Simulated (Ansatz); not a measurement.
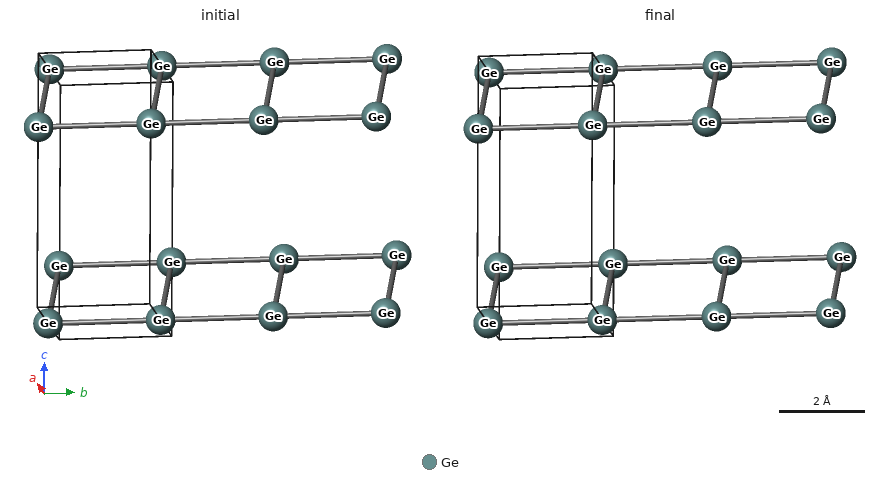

The structure of a crystal of Ge (a generated structure, set up in P-1) before (left) and after (right) a relaxation, at one scale.

A ball-and-stick model of the cell of the calculation, reduced to other axes, repeated 1 × 3 × 1 with one cell outlined, seen from a free direction. Lengths and directions refer to the drawn axes.

All numbers below come from DFT PBE, scalar-relativistic, plane waves, PAW (Ansatz 0.2.0). (plane-wave cutoff 420 eV; k-point mesh 18 × 12 × 8; occupations gaussian; smearing width 0.1 eV; no spin polarisation; cell and atoms relaxed; force threshold 0.01 eV/Å; at most 80 steps)

Describe what moved and what it gained.

Answer. The run was cut off at its time limit before the relaxation converged, so the last structure is only a point on the way. The largest moves relative to the cell, 0.012 Å, are those of Ge atoms. The drawn cell changes as follows: a 4.006 → 3.993 Å (−0.3 %), b 2.677 → 2.717 Å (+1.5 %), c 6.166 → 6.085 Å (−1.3 %), α 89.6° → 89.7°, β 92.3° → 92.2°; the volume changes by −0.2 %. Among the contacts that change: Ge–Ge 2.677 → 2.717 Å, Ge–Ge 2.688 → 2.657 Å, Ge–Ge 2.668 → 2.643 Å, Ge–Ge 2.615 → 2.605 Å. The space group stays P-1 (No. 2). After 1 geometry step the energy has fallen by 18.7 meV per cell of the calculation. The largest force component goes from 0.066 to 0.027 eV/Å. The pressure goes from −0.05 to 0.07 GPa. Cost: 3.4 min on 1 thread of Arm Neoverse V2, on a shared host, peak memory 1.2 GiB.
